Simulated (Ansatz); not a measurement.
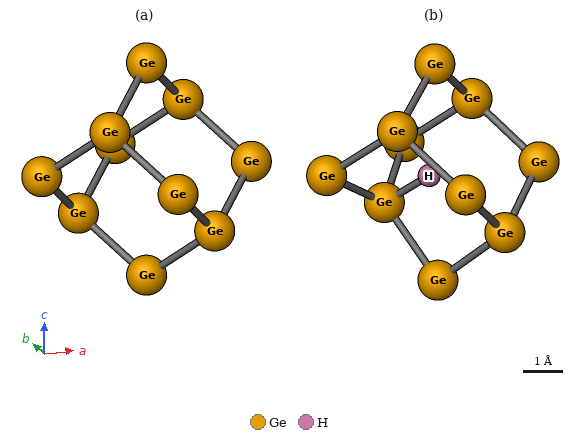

Left: perfect Ge. Right: the same region with one point defect, after relaxing the atoms in a supercell of 64 sites. Style: ball-and-stick. Shown: the atoms within 3.3 Å of one point, slightly off an axis.

These are results of DFT, PBEsol, PAW, plane waves in Ansatz 0.2.0, not measurements. Set-up: plane-wave cutoff 420 eV; k-point mesh 1 × 1 × 1; mesh shifted by (0.25, 0.25, 0.25); collinear spin. Fermi-Dirac smearing of 0.01 eV. A uniform background neutralises the charged cell. The axes drawn are those of the host's conventional cell.

Which defect is it?

Answer. An extra hydrogen atom is put between the host's atoms (an interstitial).

The charge state of the cell is +2.

What does the relaxation do around it?

Answer. The H atom starts with 10 Ge at 2.46 to 2.84 Å around its place and ends with 1 Ge at 1.64 Å. Of the host's atoms, a germanium atom moves furthest from its site, by 0.61 Å. The H atom itself moves 0.24 Å from where it was put. The cell ends without a net magnetic moment.

Limits of the set-up: the cell is charged, on a uniform background, and energies carry no finite-size correction.
